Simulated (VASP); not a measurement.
# Run report: SnS, geometry relaxation (part 3 of 4)

Continued. System: SnS (Pnma, 8 atoms in the cell). Method: Kohn-Sham DFT of a periodic cell, PBE, VASP PAW PBE potentials, minimal, no spin polarisation (VASP 6.6.1); cutoff 300 eV, 2×4×3 k-mesh, Gaussian smearing of 0.03 eV. The structure derives from an entry of the Crystallography Open Database.

Geometry of the input (Å; fractional positions):
```
11.2000  0.0000  0.0000
0.0000  3.9870  0.0000
0.0000  0.0000  4.3340
Sn 0.1194  0.2500  0.1198
Sn 0.3806  0.7500  0.6198
Sn 0.6194  0.2500  0.3802
Sn 0.8806  0.7500  0.8802
S  0.8508  0.2500  0.4793
S  0.6492  0.7500  0.9793
S  0.3508  0.2500  0.0207
S  0.1492  0.7500  0.5207
```

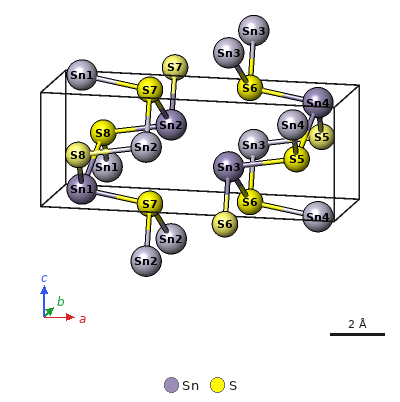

**Figure 1.** The starting structure (ball-and-stick view of the cell of the calculation, seen slightly off an axis; neighbours outside the cell are drawn fainter; atoms are numbered from 1 in the order of the input).

**Parts of OUTCAR, continued**
```
 -----------------------------------------------------------------------------
  energy-cutoff  :      300.00
  volume of cell :      202.08
      direct lattice vectors                 reciprocal lattice vectors
    11.419140401  0.000000000  0.000000000     0.087572266  0.000000000  0.000000000
     0.000000000  4.040090748  0.000000000     0.000000000  0.247519193  0.000000000
     0.000000000  0.000000000  4.380191996     0.000000000 -0.000000000  0.228300495

 POSITION                                       TOTAL-FORCE (eV/Angst)
 -----------------------------------------------------------------------------------
      1.35663      1.01002      0.52158         0.184130      0.000000      0.093500
      4.35294      3.03007      2.71167        -0.184130      0.000000      0.093500
      7.06620      1.01002      1.66852         0.184130     -0.000000     -0.093500
     10.06251      3.03007      3.85862        -0.184130     -0.000000     -0.093500
      9.72531      1.01002      2.09656        -0.031546     -0.000000      0.067220
      7.40340      3.03007      4.28666         0.031546     -0.000000      0.067220
      4.01574      1.01002      0.09353        -0.031546      0.000000     -0.067220
      1.69383      3.03007      2.28363         0.031546     -0.000000     -0.067220
 -----------------------------------------------------------------------------------
    total drift:                                0.000000     -0.000000     -0.000000

  FREE ENERGIE OF THE ION-ELECTRON SYSTEM (eV)
  ---------------------------------------------------
  free  energy   TOTEN  =       -35.4745669378 eV

  energy  without entropy=      -35.4745669378  energy(sigma->0) =      -35.47456694

--------------------------------------- Ionic step        3  -------------------------------------------

 number of electron      40.0000031 magnetization

------------------------ aborting loop because EDIFF is reached ----------------------------------------

  FORCE on cell =-STRESS in cart. coord.  units (eV):
  Direction    XX          YY          ZZ          XY          YZ          ZX
  --------------------------------------------------------------------------------------
  -------------------------------------------------------------------------------------
  Total        0.2226469      0.0199769     -0.2427956      0.0000000      0.0000000      0.0000000
  in kB        1.7900357      0.1606106     -1.9520274      0.0000000      0.0000000      0.0000000
  external PRESSURE =      -0.0004604 kB  Pullay stress =       0.0000000 kB

 VOLUME and BASIS-vectors are now :
 -----------------------------------------------------------------------------
  energy-cutoff  :      300.00
  volume of cell :      199.28
      direct lattice vectors                 reciprocal lattice vectors
    11.348093060  0.000000000  0.000000000     0.088120532  0.000000000  0.000000000
     0.000000000  4.022878237  0.000000000     0.000000000  0.248578242  0.000000000
     0.000000000  0.000000000  4.365216124     0.000000000 -0.000000000  0.229083732

 POSITION                                       TOTAL-FORCE (eV/Angst)
 -----------------------------------------------------------------------------------
      1.35034      1.00572      0.52081         0.088557      0.000000      0.042170
      4.32370      3.01716      2.70341        -0.088557      0.000000      0.042170
      7.02439      1.00572      1.66180         0.088557      0.000000     -0.042170
      9.99775      3.01716      3.84441        -0.088557      0.000000     -0.042170
      9.66167      1.00572      2.09031         0.035200      0.000000      0.026986
      7.36047      3.01716      4.27292        -0.035200     -0.000000      0.026986
      3.98762      1.00572      0.09230         0.035200     -0.000000     -0.026986
      1.68642      3.01716      2.27491        -0.035200     -0.000000     -0.026986
 -----------------------------------------------------------------------------------
    total drift:                                0.000000     -0.000000      0.000000

  FREE ENERGIE OF THE ION-ELECTRON SYSTEM (eV)
  ---------------------------------------------------
  free  energy   TOTEN  =       -35.4834365321 eV

  energy  without entropy=      -35.4834365321  energy(sigma->0) =      -35.48343653

[... ionic steps 4 to 13 ...]

--------------------------------------- Ionic step       14  -------------------------------------------

 number of electron      40.0000030 magnetization

------------------------ aborting loop because EDIFF is reached ----------------------------------------

  FORCE on cell =-STRESS in cart. coord.  units (eV):
  Direction    XX          YY          ZZ          XY          YZ          ZX
  --------------------------------------------------------------------------------------
  -------------------------------------------------------------------------------------
  Total       -0.0213003      0.0204016     -0.0835693      0.0000000     -0.0000000      0.0000000
  in kB       -0.1700621      0.1628871     -0.6672205      0.0000000     -0.0000000      0.0000000
  external PRESSURE =      -0.2247985 kB  Pullay stress =       0.0000000 kB

 VOLUME and BASIS-vectors are now :
 -----------------------------------------------------------------------------
  energy-cutoff  :      300.00
  volume of cell :      200.67
      direct lattice vectors                 reciprocal lattice vectors
    11.449422956  0.000000000  0.000000000     0.087340646  0.000000000  0.000000000
     0.000000000  4.030961955 -0.000000000     0.000000000  0.248079742 -0.000000000
     0.000000000  0.000000000  4.348060113     0.000000000  0.000000000  0.229987621

 POSITION                                       TOTAL-FORCE (eV/Angst)
 -----------------------------------------------------------------------------------
      1.40103      1.00774      0.51523        -0.000113      0.000000      0.000544
      4.32368      3.02322      2.68926         0.000113      0.000000      0.000544
      7.12574      1.00774      1.65880        -0.000113     -0.000000     -0.000544
     10.04839      3.02322      3.83283         0.000113     -0.000000     -0.000544
      9.75917      1.00774      2.07030        -0.002661      0.000000      0.002492
      7.41496      3.02322      4.24433         0.002661      0.000000      0.002492
      4.03446      1.00774      0.10373        -0.002661     -0.000000     -0.002492
      1.69025      3.02322      2.27776         0.002661     -0.000000     -0.002492
 -----------------------------------------------------------------------------------
    total drift:                                0.000000     -0.000000     -0.000000

  FREE ENERGIE OF THE ION-ELECTRON SYSTEM (eV)
  ---------------------------------------------------
  free  energy   TOTEN  =       -35.4913034117 eV

  energy  without entropy=      -35.4913034117  energy(sigma->0) =      -35.49130341

--------------------------------------- Ionic step       15  -------------------------------------------

 number of electron      40.0000028 magnetization

------------------------ aborting loop because EDIFF is reached ----------------------------------------

  FORCE on cell =-STRESS in cart. coord.  units (eV):
  Direction    XX          YY          ZZ          XY          YZ          ZX
  --------------------------------------------------------------------------------------
  -------------------------------------------------------------------------------------
  Total       -0.0618856     -0.0396927     -0.0928484      0.0000000      0.0000000      0.0000000
  in kB       -0.4940824     -0.3168991     -0.7412834      0.0000000      0.0000000      0.0000000
  external PRESSURE =      -0.5174216 kB  Pullay stress =       0.0000000 kB

 VOLUME and BASIS-vectors are now :
 -----------------------------------------------------------------------------
  energy-cutoff  :      300.00
  volume of cell :      200.68
      direct lattice vectors                 reciprocal lattice vectors
    11.454212592  0.000000000  0.000000000     0.087304124  0.000000000  0.000000000
     0.000000000  4.033707443 -0.000000000     0.000000000  0.247910889 -0.000000000
     0.000000000  0.000000000  4.343411553     0.000000000  0.000000000  0.230233766

 POSITION                                       TOTAL-FORCE (eV/Angst)
 -----------------------------------------------------------------------------------
      1.40178      1.00843      0.51344         0.004615      0.000000      0.003345
      4.32533      3.02528      2.68514        -0.004615      0.000000      0.003345
      7.12888      1.00843      1.65827         0.004615     -0.000000     -0.003345
     10.05243      3.02528      3.82997        -0.004615     -0.000000     -0.003345
      9.76322      1.00843      2.06674        -0.003805      0.000000      0.006004
      7.41810      3.02528      4.23844         0.003805      0.000000      0.006004
      4.03611      1.00843      0.10497        -0.003805     -0.000000     -0.006004
      1.69099      3.02528      2.27668         0.003805     -0.000000     -0.006004
 -----------------------------------------------------------------------------------
    total drift:                                0.000000     -0.000000     -0.000000

  FREE ENERGIE OF THE ION-ELECTRON SYSTEM (eV)
  ---------------------------------------------------
  free  energy   TOTEN  =       -35.4913396897 eV

  energy  without entropy=      -35.4913396897  energy(sigma->0) =      -35.49133969

--------------------------------------- Ionic step       16  -------------------------------------------

 number of electron      40.0000027 magnetization

 Free energy of the ion-electron system (eV)
  ---------------------------------------------------
  ext. energy  EPLUGINS =         0.00000000
  ---------------------------------------------------
  free energy    TOTEN  =       -35.49137232 eV

  energy without entropy =      -35.49137232  energy(sigma->0) =      -35.49137232

 E-fermi :   4.4052     XC(G=0):  -9.6014     alpha+bet : -9.8448

 val. band max:        4.2298795670   @ k =   0.0000   0.0000   0.3333
 cond. band min:       5.2265368011   @ k =   0.0000   0.0000   0.0000
 fundamental gap:      0.9966572342
 Fermi energy:         4.4052237232

 k-point     1 :       0.0000    0.0000    0.0000
  band No.  band energies     occupation
      1      -9.2897      2.00000
      2      -9.0032      2.00000
      3      -8.1530      2.00000
      4      -7.7395      2.00000
      5      -2.6739      2.00000
      6      -1.7096      2.00000
      7      -0.9649      2.00000
      8      -0.4114      2.00000
      9      -0.3666      2.00000
     10       0.8843      2.00000
     11       0.9181      2.00000
     12       1.0195      2.00000
     13       1.2678      2.00000
     14       1.2819      2.00000
     15       1.9665      2.00000
     16       2.2520      2.00000
     17       2.4239      2.00000
     18       3.0183      2.00000
     19       3.5872      2.00000
     20       3.7342      2.00000
     21       5.2265      0.00000
     22       7.3702      0.00000
     23       7.3802      0.00000
     24       7.4196      0.00000
     25       7.7863      0.00000

 k-point     2 :       0.5000    0.0000    0.0000
  band No.  band energies     occupation
      1      -9.1696      2.00000
      2      -9.1696      2.00000
      3      -7.9235      2.00000
      4      -7.9235      2.00000
      5      -2.3710      2.00000
      6      -2.3710      2.00000
      7      -0.4438      2.00000
      8      -0.4438      2.00000
      9       0.1700      2.00000
     10       0.1700      2.00000
     11       1.0588      2.00000
     12       1.0588      2.00000
     13       1.3734      2.00000
     14       1.3734      2.00000
     15       2.1492      2.00000
     16       2.1492      2.00000
     17       2.2289      2.00000
     18       2.2289      2.00000
     19       3.6874      2.00000
     20       3.6874      2.00000
     21       6.9037      0.00000
     22       6.9037      0.00000
     23       7.1472      0.00000
     24       7.1472      0.00000
     25       8.3651      0.00000

 k-point     3 :       0.0000    0.2500    0.0000
  band No.  band energies     occupation
      1      -8.9400      2.00000
      2      -8.6950      2.00000
      3      -8.0109      2.00000
      4      -7.7331      2.00000
      5      -3.1418      2.00000
      6      -2.4651      2.00000
      7      -1.8056      2.00000
      8      -1.5088      2.00000
      9      -0.2876      2.00000
     10       0.9849      2.00000
     11       1.2973      2.00000
     12       1.3450      2.00000
     13       1.5411      2.00000
     14       1.5741      2.00000
     15       2.2966      2.00000
     16       2.3611      2.00000
     17       2.7358      2.00000
     18       3.5235      2.00000
     19       3.5378      2.00000
     20       3.9865      2.00000
     21       5.6486      0.00000
     22       5.6763      0.00000
     23       6.9030      0.00000
     24       7.0561      0.00000
     25       7.2314      0.00000

 k-point     4 :       0.5000    0.2500    0.0000
  band No.  band energies     occupation
      1      -8.8360      2.00000
      2      -8.8360      2.00000
      3      -7.8525      2.00000
      4      -7.8525      2.00000
      5      -2.8811      2.00000
      6      -2.8811      2.00000
      7      -1.6446      2.00000
      8      -1.6446      2.00000
      9       0.4916      2.00000
     10       0.4916      2.00000
     11       1.1352      2.00000
     12       1.1352      2.00000
     13       1.8179      2.00000
     14       1.8179      2.00000
     15       2.2295      2.00000
     16       2.2295      2.00000
     17       2.8129      2.00000
     18       2.8129      2.00000
     19       3.7583      2.00000
     20       3.7583      2.00000
     21       6.2162      0.00000
     22       6.2162      0.00000
     23       7.0858      0.00000
     24       7.0858      0.00000
     25       7.4936      0.00000

 k-point     5 :       0.0000    0.5000    0.0000
  band No.  band energies     occupation
      1      -8.1561      2.00000
      2      -8.1561      2.00000
      3      -8.0974      2.00000
      4      -8.0974      2.00000
      5      -3.2585      2.00000
      6      -3.2585      2.00000
      7      -2.6878      2.00000
      8      -2.6878      2.00000
      9       0.7907      2.00000
     10       0.7907      2.00000
     11       1.8312      2.00000
     12       1.8312      2.00000
     13       1.9422      2.00000
     14       1.9422      2.00000
     15       2.3749      2.00000
     16       2.3749      2.00000
     17       3.4105      2.00000
     18       3.4105      2.00000
     19       3.5451      2.00000
     20       3.5451      2.00000
     21       5.6251      0.00000
     22       5.6251      0.00000
     23       5.8864      0.00000
     24       5.8864      0.00000
     25       6.5406      0.00000

 [... the levels of 6 k-points are left out ...]

 k-point    12 :       0.5000    0.5000    0.3333
  band No.  band energies     occupation
      1      -7.9561      2.00000
      2      -7.9561      2.00000
      3      -7.9561      2.00000
      4      -7.9561      2.00000
      5      -2.5193      2.00000
      6      -2.5193      2.00000
      7      -2.5193      2.00000
      8      -2.5193      2.00000
      9       0.0468      2.00000
     10       0.0468      2.00000
     11       0.0468      2.00000
     12       0.0468      2.00000
     13       1.1072      2.00000
     14       1.1072      2.00000
     15       1.1072      2.00000
     16       1.1072      2.00000
     17       2.6752      2.00000
     18       2.6752      2.00000
     19       2.6752      2.00000
     20       2.6752      2.00000
     21       7.0389      0.00000
     22       7.0389      0.00000
     23       7.0389      0.00000
     24       7.0389      0.00000
     25       8.2835      0.00000

------------------------ aborting loop because EDIFF is reached ----------------------------------------

  FORCE on cell =-STRESS in cart. coord.  units (eV):
  Direction    XX          YY          ZZ          XY          YZ          ZX
  --------------------------------------------------------------------------------------
  -------------------------------------------------------------------------------------
  Total        0.0383602      0.0319167      0.0447076      0.0000000      0.0000000      0.0000000
  in kB        0.3067910      0.2552579      0.3575552      0.0000000      0.0000000      0.0000000
  external PRESSURE =       0.3065347 kB  Pullay stress =       0.0000000 kB

 VOLUME and BASIS-vectors are now :
 -----------------------------------------------------------------------------
  energy-cutoff  :      300.00
  volume of cell :      200.33
      direct lattice vectors                 reciprocal lattice vectors
    11.452089847  0.000000000  0.000000000     0.087320307  0.000000000  0.000000000
     0.000000000  4.034717503 -0.000000000     0.000000000  0.247848827 -0.000000000
     0.000000000  0.000000000  4.335621987     0.000000000  0.000000000  0.230647414

 POSITION                                       TOTAL-FORCE (eV/Angst)
 -----------------------------------------------------------------------------------
      1.40200      1.00868      0.51165        -0.003967     -0.000000     -0.003908
      4.32405      3.02604      2.67946         0.003967     -0.000000     -0.003908
      7.12804      1.00868      1.65616        -0.003967      0.000000      0.003908
     10.05009      3.02604      3.82397         0.003967      0.000000      0.003908
      9.76110      1.00868      2.06226         0.002377      0.000000      0.000856
      7.41704      3.02604      4.23007        -0.002377      0.000000      0.000856
      4.03505      1.00868      0.10556         0.002377     -0.000000     -0.000856
      1.69099      3.02604      2.27337        -0.002377     -0.000000     -0.000856
 -----------------------------------------------------------------------------------
    total drift:                                0.000000     -0.000000      0.000000

  FREE ENERGIE OF THE ION-ELECTRON SYSTEM (eV)
  ---------------------------------------------------
  free  energy   TOTEN  =       -35.4913723193 eV

  energy  without entropy=      -35.4913723193  energy(sigma->0) =      -35.49137232

 reached required accuracy - stopping structural energy minimisation
```
